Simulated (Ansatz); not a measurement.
# A defect in a wire: armchair SiC nanoribbon (N = 5, H edges), Stone-Wales bond rotation, part 3 of 4

What does the defect do to the conductance?

Ansatz 0.2.0; DFT PBE, plane waves, PAW; relaxation of a wire's period (the session's first sound run).

So far. Step 2 (Relaxing the period): The cell's length comes to 5.403 Å with spin left out. Step 3 (Bands of the perfect wire): At the computed energy nearest the Fermi level there are 0 channels a spin; the gap is 2.20 eV.

## Step 4: Relaxation of the scattering region

This step: DFT PBE, plane waves, PAW; relaxation of a junction in a wire, ends held (Ansatz 0.2.0).

System of this step: armchair SiC nanoribbon (N = 5, H edges), Stone-Wales bond rotation. The cell holds 98 atoms: 35 Si, 35 C and 28 H. Its edges and angles: a = 15.660 Å, b = 7.000 Å, c = 37.820 Å, α = 90.0°, β = 90.0°, γ = 90.0°. Regions: held atoms, 56 atoms (20 Si, 20 C and 16 H); free atoms, 42 atoms (15 Si, 15 C and 12 H). Vacuum lies along a and b. The structure's axis is c.

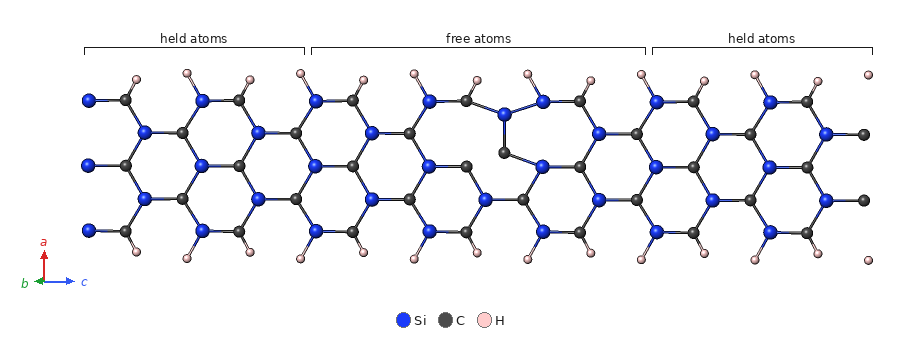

The cell of this step (silicon blue, carbon dark grey, hydrogen pink). Bonds to atoms that aren't drawn are left out.

42 atoms at the defect are free to relax, while 56 stay where the perfect wire has them, so that the ends still repeat as a lead. The cutoff is set under the files' recommended one to save time.

Contents of input.yaml:

```yaml
crystal:
  lattice:
    - [15.66, 0.0, 0.0]
    - [0.0, 7.0, 0.0]
    - [0.0, 0.0, 37.8198915655]
  atoms:
    - { symbol: Si, position: [0.305839606, 0.5, 0.001096579] }
    - { symbol: Si, position: [0.500008111, 0.5, 0.000138006] }
    - { symbol: Si, position: [0.694176616, 0.5, 0.001096579] }
    - { symbol: C, position: [0.303635706, 0.5, 0.047238566] }
    - { symbol: C, position: [0.500008111, 0.5, 0.04753118] }
    - { symbol: C, position: [0.696380516, 0.5, 0.047238566] }
    - { symbol: H, position: [0.242224268, 0.5, 0.060856623] }
    - { symbol: H, position: [0.757791954, 0.5, 0.060856623] }
    - { symbol: Si, position: [0.400863003, 0.5, 0.071385105] }
    - { symbol: Si, position: [0.599153219, 0.5, 0.071385105] }
    - { symbol: C, position: [0.401598366, 0.5, 0.118851607] }
    - { symbol: C, position: [0.598417856, 0.5, 0.118851607] }
    - { symbol: H, position: [0.223021076, 0.5, 0.124462386] }
    - { symbol: H, position: [0.776995146, 0.5, 0.124462386] }
    - { symbol: Si, position: [0.305839606, 0.5, 0.143953722] }
    - { symbol: Si, position: [0.500008111, 0.5, 0.142995149] }
    - { symbol: Si, position: [0.694176616, 0.5, 0.143953722] }
    - { symbol: C, position: [0.303635706, 0.5, 0.190095709] }
    - { symbol: C, position: [0.500008111, 0.5, 0.190388323] }
    - { symbol: C, position: [0.696380516, 0.5, 0.190095709] }
    - { symbol: H, position: [0.242224268, 0.5, 0.203713765] }
    - { symbol: H, position: [0.757791954, 0.5, 0.203713765] }
    - { symbol: Si, position: [0.400863003, 0.5, 0.214242248] }
    - { symbol: Si, position: [0.599153219, 0.5, 0.214242248] }
    - { symbol: C, position: [0.401598366, 0.5, 0.26170875] }
    - { symbol: C, position: [0.598417856, 0.5, 0.26170875] }
    - { symbol: H, position: [0.223021076, 0.5, 0.267319529] }
    - { symbol: H, position: [0.776995146, 0.5, 0.267319529] }
    - { symbol: Si, position: [0.305839606, 0.5, 0.286810865] }
    - { symbol: Si, position: [0.500008111, 0.5, 0.285852292] }
[... 62 atom lines left out ...]
    - { symbol: Si, position: [0.400863003, 0.5, 0.928527962] }
    - { symbol: Si, position: [0.599153219, 0.5, 0.928527962] }
    - { symbol: C, position: [0.401598366, 0.5, 0.975994464] }
    - { symbol: C, position: [0.598417856, 0.5, 0.975994464] }
    - { symbol: H, position: [0.223021076, 0.5, 0.981605243] }
    - { symbol: H, position: [0.776995146, 0.5, 0.981605243] }
kpoints:
  mp_grid: { grid: [1, 1, 1] }
scf:
  occupations: { method: fermi_dirac, width: 0.1 }
hamiltonian:
  xc: pbe
relax:
  constraints:
    - { sites: [0, 1, 2, 3, 4, 5, 6, 7, 8, 9, 10, 11, 12, 13, 14, 15, 16, 17, 18, 19, 20, 21, 22, 23, 24, 25, 26, 27, 70, 71, 72, 73, 74, 75, 76, 77, 78, 79, 80, 81, 82, 83, 84, 85, 86, 87, 88, 89, 90, 91, 92, 93, 94, 95, 96, 97] }
  f_tol: 0.06
  max_steps: 35
basis:
  ecutwfc: "350 eV"
```

On the command line:

```console
> ansatz run input.yaml --threads 4 --pin off --max-ram 16384MiB --backend cpu --events-out ev --progress --plain --runs-dir out
```

Numbers of over 12 decimals in the logs are rounded to 6 here.

The log of the run:

```text
[...]
Crystal: 98 atoms, lattice volume = 4145.817 Å³
Basis set: ecut = 350 eV, 61673 PW (Γ), exchange–correlation on 192×90×480 points (8 copies of the dense FFT grid, shifted against one another)
Bands: 252, of which v1, the nominal top of the filled ones, is band 154 counted from 1 (153 counted from 0)
Symmetry: 2 space group operations
[...]
k-points: 1
[...]
SCF iter   1: F=—  HF=-31441.685114 eV  |F-HF|=—  |Δ(HF+E_count)|=         —  Δρ=3.35e-3  dr2=1.14e0  ethr=1.77e-3  ⟨swp⟩=9.0  Hψ=1556  notcnv=0  defer=37
[...]
SCF iter   7: F=-31441.637761 eV  HF=-31441.637760 eV  |F-HF|=8.51e-7  |Δ(HF+E_count)|=   3.81e-6  Δρ=2.59e-5  dr2=3.79e-5  ethr=2.92e-8  ⟨swp⟩=3.0  Hψ=841  notcnv=0
SCF 1 converged in 7 iterations: F = -31441.637761 eV  dr2 = 3.79e-5
[...]
relax step   1: F+E_penalty+E_count = -31441.63776131 eV  Δ(F+E_penalty+E_count) = +0.000e0 eV  max|allowed force component| = 9.408e0 eV/Å  Δτ_max = 0.0000 Å  (7 SCF iters, dr2 threshold 9.00e-5 eV, accepted)
[...]
SCF iter   7: F=-31444.872149 eV  HF=-31444.872156 eV  |F-HF|=6.42e-6  |Δ(HF+E_count)|=   6.18e-6  Δρ=3.48e-5  dr2=5.41e-5  ethr=3.25e-8  ⟨swp⟩=3.0  Hψ=867  notcnv=0
SCF 2 converged in 7 iterations: F = -31444.872149 eV  dr2 = 5.41e-5
[...]
relax step   2: F+E_penalty+E_count = -31444.87214929 eV  Δ(F+E_penalty+E_count) = -3.234e0 eV  max|allowed force component| = 3.664e0 eV/Å  Δτ_max = 0.1922 Å  (7 SCF iters, dr2 threshold 1.00e-4 eV, accepted)
[...]
SCF iter   7: F=-31446.895426 eV  HF=-31446.895416 eV  |F-HF|=9.92e-6  |Δ(HF+E_count)|=   9.86e-6  Δρ=4.31e-5  dr2=6.05e-5  ethr=3.25e-8  ⟨swp⟩=3.0  Hψ=827  notcnv=0
SCF 3 converged in 7 iterations: F = -31446.895426 eV  dr2 = 6.05e-5
[...]
relax step   3: F+E_penalty+E_count = -31446.89542587 eV  Δ(F+E_penalty+E_count) = -2.023e0 eV  max|allowed force component| = 1.135e0 eV/Å  Δτ_max = 0.1909 Å  (7 SCF iters, dr2 threshold 1.00e-4 eV, accepted)
[...]
relax step   4: F+E_penalty+E_count = -31447.52281966 eV  Δ(F+E_penalty+E_count) = -6.274e-1 eV  max|allowed force component| = 4.658e-1 eV/Å  Δτ_max = 0.1954 Å  (7 SCF iters, dr2 threshold 1.00e-4 eV, accepted)
[...]
relax step   5: F+E_penalty+E_count = -31447.81062050 eV  Δ(F+E_penalty+E_count) = -2.878e-1 eV  max|allowed force component| = 4.216e-1 eV/Å  Δτ_max = 0.1952 Å  (7 SCF iters, dr2 threshold 2.08e-5 eV, accepted)
[...]
relax step   6: F+E_penalty+E_count = -31447.87810501 eV  Δ(F+E_penalty+E_count) = -6.748e-2 eV  max|allowed force component| = 1.233e-1 eV/Å  Δτ_max = 0.2000 Å  (7 SCF iters, dr2 threshold 2.99e-5 eV, accepted)
SCF iter   1: F=—  HF=-31447.890751 eV  |F-HF|=—  |Δ(HF+E_count)|=         —  Δρ=1.04e-3  dr2=3.31e-2  ethr=9.04e-5  ⟨swp⟩=2.0  Hψ=495  notcnv=0  defer=55
[...]
SCF iter   9: F=-31447.883277 eV  HF=-31447.883277 eV  |F-HF|=5.61e-8  |Δ(HF+E_count)|=   2.36e-8  Δρ=1.04e-6  dr2=9.10e-8  ethr=3.25e-11  ⟨swp⟩=3.0  Hψ=692  notcnv=0
SCF 7 converged in 9 iterations: F = -31447.883277 eV  dr2 = 9.10e-8
[...]
relax step   7: F+E_penalty+E_count = -31447.88327663 eV  Δ(F+E_penalty+E_count) = -5.172e-3 eV  max|allowed force component| = 4.572e-2 eV/Å  Δτ_max = 0.0312 Å  (9 SCF iters, accepted)
SCF converged after 9 iterations
Free energy (F): -31447.883277 eV
[...]
Internal energy: -31447.853295 eV  (E = F + TS)
E sigma→0 (E₀):  -31447.868286 eV
Entropy (-TS):   -0.029981 eV (-0.306 meV/atom)
Fermi energy:    -1.180034 eV
[...]
--- Forces (eV/Å), atoms counted from 1 ---
  atom   1  Si    -0.00666896     0.00000000     0.03086580
  atom   2  Si    -0.00195929     0.00000000     0.03054865
  atom   3  Si     0.00733584    -0.00000000     0.03264754
  atom   4  C      0.02624379    -0.00000000    -0.04007526
  atom   5  C     -0.00000919     0.00000000    -0.03529545
  atom   6  C     -0.02567759     0.00000000    -0.04170322
  atom   7  H     -0.02888319    -0.00000000     0.01590309
  atom   8  H      0.02877009     0.00000000     0.01603315
  atom   9  Si     0.00556179    -0.00000000     0.04308627
  atom  10  Si    -0.00586531    -0.00000000     0.04564693
  atom  11  C      0.00702216    -0.00000000    -0.03705285
  atom  12  C     -0.01018066     0.00000000    -0.04008656
  atom  13  H     -0.01056740     0.00000000    -0.00766694
  atom  14  H      0.01036058    -0.00000000    -0.00913042
  atom  15  Si    -0.00397637     0.00000000     0.02881913
  atom  16  Si     0.00246256     0.00000000     0.03028829
  atom  17  Si     0.00789641     0.00000000     0.03310483
  atom  18  C      0.02401469     0.00000000    -0.02331237
  atom  19  C     -0.00389659     0.00000000    -0.03030718
  atom  20  C     -0.02672764     0.00000000    -0.03181181
  atom  21  H     -0.02995851     0.00000000     0.01702000
  atom  22  H      0.02869233     0.00000000     0.01978151
  atom  23  Si     0.04428702    -0.00000000     0.08347289
  atom  24  Si    -0.00801116     0.00000000     0.10082694
  atom  25  C      0.18842455     0.00000000     0.52337107
  atom  26  C     -0.03942227    -0.00000000     0.60778653
  atom  27  H      0.25090028    -0.00000000     0.31022447
  atom  28  H     -0.37540542    -0.00000000     0.45235910
  atom  29  Si    -0.00225582     0.00000000     0.00080929
  atom  30  Si     0.00339313    -0.00000000    -0.00841816
  atom  31  Si     0.01005599    -0.00000000     0.00481715
  atom  32  C      0.00049041    -0.00000000    -0.01064784
  atom  33  C     -0.00521890     0.00000000     0.00522432
  atom  34  C      0.00461876     0.00000000     0.00161718
  atom  35  H     -0.00003772    -0.00000000    -0.00311466
  atom  36  H     -0.00395762     0.00000000    -0.00534574
  atom  37  Si    -0.00497049    -0.00000000     0.00801487
  atom  38  Si     0.00798608    -0.00000000     0.00697406
  atom  39  C     -0.00591200     0.00000000     0.01549494
  atom  40  C      0.00119226     0.00000000     0.00591104
[...]
atom  87  Si     0.00803626     0.00000000     0.03753648
  atom  88  C      0.02963266    -0.00000000    -0.03868827
  atom  89  C      0.00527097    -0.00000000    -0.03626499
  atom  90  C     -0.02352626     0.00000000    -0.04478471
  atom  91  H     -0.02884720    -0.00000000     0.01550318
  atom  92  H      0.02897571     0.00000000     0.01567527
  atom  93  Si     0.00223554    -0.00000000     0.04324364
  atom  94  Si    -0.01032260     0.00000000     0.04712631
  atom  95  C      0.01004597    -0.00000000    -0.03795945
  atom  96  C     -0.00753336     0.00000000    -0.04108428
  atom  97  H     -0.01051656     0.00000000    -0.00957510
  atom  98  H      0.01061068    -0.00000000    -0.00986495
  max |Σ_I F_I| component: 4.05e-4 eV/Å
--- Relaxed structure (7 steps of the walk, 7 accepted, 0 SCFs on fresh bases) ---
  F+E_penalty+E_count = -31447.88327663 eV   max|allowed force component| = 4.572e-2 eV/Å
  atoms:
    - { symbol: Si, position: [0.305840, 0.5, 0.001096579] }
    - { symbol: Si, position: [0.500008, 0.5, 0.000138006] }
    - { symbol: Si, position: [0.694177, 0.5, 0.001096579] }
    - { symbol: C, position: [0.303636, 0.5, 0.047238566] }
    - { symbol: C, position: [0.500008, 0.5, 0.04753118] }
    - { symbol: C, position: [0.696381, 0.5, 0.047238566] }
    - { symbol: H, position: [0.242224, 0.5, 0.060856623] }
    - { symbol: H, position: [0.757792, 0.5, 0.060856623] }
    - { symbol: Si, position: [0.400863, 0.5, 0.071385105] }
    - { symbol: Si, position: [0.599153, 0.5, 0.071385105] }
    - { symbol: C, position: [0.401598, 0.5, 0.118852] }
    - { symbol: C, position: [0.598418, 0.5, 0.118852] }
    - { symbol: H, position: [0.223021, 0.5, 0.124462386] }
    - { symbol: H, position: [0.776995, 0.5, 0.124462386] }
    - { symbol: Si, position: [0.305840, 0.5, 0.143953722] }
    - { symbol: Si, position: [0.500008, 0.5, 0.142995149] }
    - { symbol: Si, position: [0.694177, 0.5, 0.143953722] }
    - { symbol: C, position: [0.303636, 0.5, 0.190095709] }
    - { symbol: C, position: [0.500008, 0.5, 0.190388323] }
    - { symbol: C, position: [0.696381, 0.5, 0.190095709] }
    - { symbol: H, position: [0.242224, 0.5, 0.203713765] }
    - { symbol: H, position: [0.757792, 0.5, 0.203713765] }
    - { symbol: Si, position: [0.400863, 0.5, 0.214242] }
    - { symbol: Si, position: [0.599153, 0.5, 0.214242] }
    - { symbol: C, position: [0.401598, 0.5, 0.26170875] }
    - { symbol: C, position: [0.598418, 0.5, 0.26170875] }
    - { symbol: H, position: [0.223021, 0.5, 0.267319529] }
    - { symbol: H, position: [0.776995, 0.5, 0.267319529] }
    - { symbol: Si, position: [0.306494, 0.5, 0.287585] }
    - { symbol: Si, position: [0.500186, 0.5, 0.286886] }
    - { symbol: Si, position: [0.693357, 0.5, 0.288091] }
    - { symbol: C, position: [0.306069, 0.5, 0.334133] }
    - { symbol: C, position: [0.500699, 0.5, 0.335062] }
    - { symbol: C, position: [0.693851, 0.5, 0.334892] }
    - { symbol: H, position: [0.243671, 0.5, 0.347045] }
    - { symbol: H, position: [0.756529, 0.5, 0.347674] }
    - { symbol: Si, position: [0.402405, 0.5, 0.359700] }
    - { symbol: Si, position: [0.597850, 0.5, 0.361051] }
    - { symbol: C, position: [0.401733, 0.5, 0.408184] }
    - { symbol: C, position: [0.594531, 0.5, 0.409855] }
    - { symbol: H, position: [0.222034, 0.5, 0.403853] }
    - { symbol: H, position: [0.772036, 0.5, 0.411724] }
    - { symbol: Si, position: [0.297910, 0.5, 0.427609] }
    - { symbol: Si, position: [0.496275, 0.5, 0.436416] }
    - { symbol: Si, position: [0.692962, 0.5, 0.433801] }
    - { symbol: C, position: [0.280024, 0.5, 0.473065] }
    - { symbol: C, position: [0.481679, 0.5, 0.485937] }
    - { symbol: C, position: [0.714843, 0.5, 0.479350] }
    - { symbol: H, position: [0.215446, 0.5, 0.483948] }
    - { symbol: H, position: [0.783904, 0.5, 0.484303] }
    - { symbol: Si, position: [0.370795, 0.5, 0.500834] }
    - { symbol: Si, position: [0.649371, 0.5, 0.518048] }
    - { symbol: C, position: [0.369139, 0.5, 0.548194] }
    - { symbol: C, position: [0.535757, 0.5, 0.518169] }
    - { symbol: H, position: [0.192700, 0.5, 0.561522] }
    - { symbol: H, position: [0.814852, 0.5, 0.564700] }
    - { symbol: Si, position: [0.280685, 0.5, 0.576797] }
    - { symbol: Si, position: [0.477454, 0.5, 0.563347] }
    - { symbol: Si, position: [0.720417, 0.5, 0.571059] }
    - { symbol: C, position: [0.295089, 0.5, 0.622399] }
    - { symbol: C, position: [0.495636, 0.5, 0.612812] }
    - { symbol: C, position: [0.693252, 0.5, 0.616172] }
    - { symbol: H, position: [0.239921, 0.5, 0.640036] }
    - { symbol: H, position: [0.750674, 0.5, 0.632827] }
    - { symbol: Si, position: [0.399286, 0.5, 0.641040] }
    - { symbol: Si, position: [0.593638, 0.5, 0.639376] }
    - { symbol: C, position: [0.402165, 0.5, 0.689395] }
    - { symbol: C, position: [0.597892, 0.5, 0.688365] }
    - { symbol: H, position: [0.222023, 0.5, 0.696677] }
    - { symbol: H, position: [0.777800, 0.5, 0.696365] }
    - { symbol: Si, position: [0.305840, 0.5, 0.715382294] }
    - { symbol: Si, position: [0.500008, 0.5, 0.71442372] }
    - { symbol: Si, position: [0.694177, 0.5, 0.715382294] }
    - { symbol: C, position: [0.303636, 0.5, 0.76152428] }
    - { symbol: C, position: [0.500008, 0.5, 0.761817] }
    - { symbol: C, position: [0.696381, 0.5, 0.76152428] }
    - { symbol: H, position: [0.242224, 0.5, 0.775142337] }
    - { symbol: H, position: [0.757792, 0.5, 0.775142337] }
    - { symbol: Si, position: [0.400863, 0.5, 0.785670819] }
    - { symbol: Si, position: [0.599153, 0.5, 0.785670819] }
    - { symbol: C, position: [0.401598, 0.5, 0.833137321] }
    - { symbol: C, position: [0.598418, 0.5, 0.833137321] }
    - { symbol: H, position: [0.223021, 0.5, 0.838748] }
    - { symbol: H, position: [0.776995, 0.5, 0.838748] }
    - { symbol: Si, position: [0.305840, 0.5, 0.858239437] }
    - { symbol: Si, position: [0.500008, 0.5, 0.857280863] }
    - { symbol: Si, position: [0.694177, 0.5, 0.858239437] }
    - { symbol: C, position: [0.303636, 0.5, 0.904381] }
    - { symbol: C, position: [0.500008, 0.5, 0.904674037] }
    - { symbol: C, position: [0.696381, 0.5, 0.904381] }
    - { symbol: H, position: [0.242224, 0.5, 0.91799948] }
    - { symbol: H, position: [0.757792, 0.5, 0.91799948] }
    - { symbol: Si, position: [0.400863, 0.5, 0.928528] }
    - { symbol: Si, position: [0.599153, 0.5, 0.928528] }
    - { symbol: C, position: [0.401598, 0.5, 0.975994464] }
    - { symbol: C, position: [0.598418, 0.5, 0.975994464] }
    - { symbol: H, position: [0.223021, 0.5, 0.981605] }
    - { symbol: H, position: [0.776995, 0.5, 0.981605] }
```

Run time: 93 s. Hardware: 4 threads of Arm Neoverse V2, shared host; peak memory 2.6 GiB.

Relaxation path:

| step | energy less that of the first step (eV) | largest force component (eV/Å) |
| --- | --- | --- |
| 1 | 0.0000 | 9.4080 |
| 2 | -3.2344 | 3.6638 |
| 3 | -5.2577 | 1.1351 |
| 4 | -5.8851 | 0.4658 |
| 5 | -6.1729 | 0.4216 |
| 6 | -6.2403 | 0.1233 |
| 7 | -6.2455 | 0.0457 |

Forces are held to the 2 operations that the run works with; a distortion that breaks them can't arise in this run.

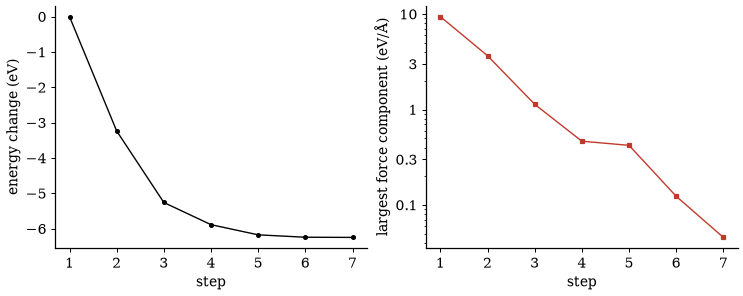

Energy and largest force along the relaxation.

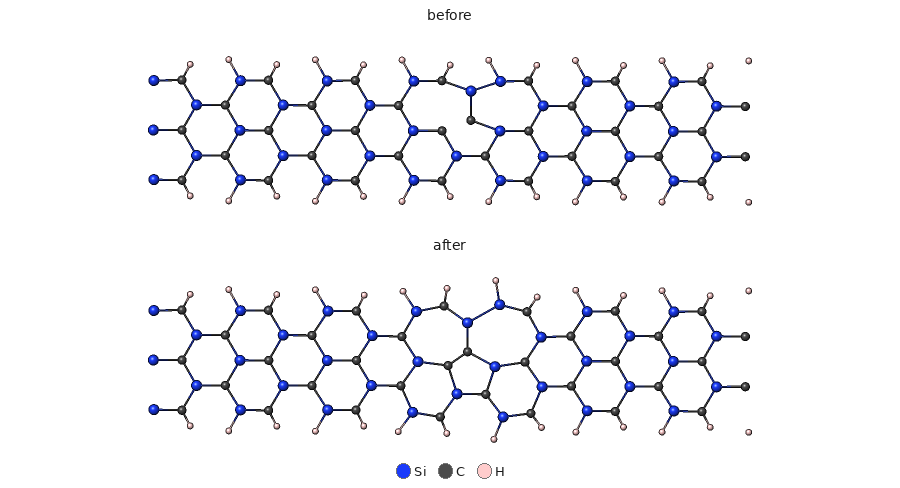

Before and after, at one scale. Bonds to atoms that aren't drawn are left out.

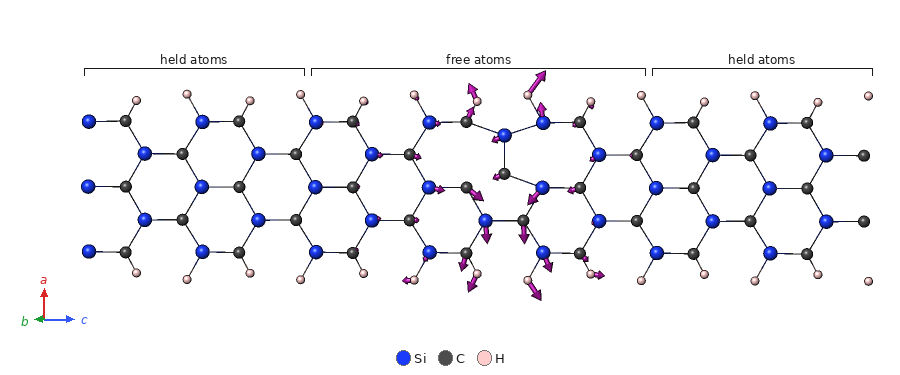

Displacements in the relaxation, exaggerated; the longest in the cell stands for 0.74 Å. Bonds to atoms that aren't drawn are left out.

The atoms that moved most (Å):

```csv
atom,dx,dy,dz,length
H56,0.593,0.000,0.441,0.739
H55,-0.475,0.000,0.321,0.573
C53,-0.508,0.000,0.029,0.509
Si51,-0.471,0.000,0.033,0.472
Si58,-0.353,0.000,-0.311,0.471
C47,-0.287,0.000,0.372,0.470
H49,-0.419,0.000,-0.207,0.468
H50,0.409,0.000,-0.194,0.453
```

This step gave:

- energy at zero smearing: -31447.8683 eV

The largest force component on a free atom ends at 0.046 eV/Å, under the limit of 0.06.  4 atoms of the wire itself, hydrogen apart, moved by over 0.45 Å, up to 0.51 Å.

[end of part 3 of 4]

[Logs are printed without paths, hosts, clocks, repeated set-up lines and the standing remarks that a program may print on its own settings, such as how far it seeks lower states.]

[Hosts, paths, dates, database ids (printed as entryN), source tags and the programs' standing remarks are cut or masked in the printed files.]
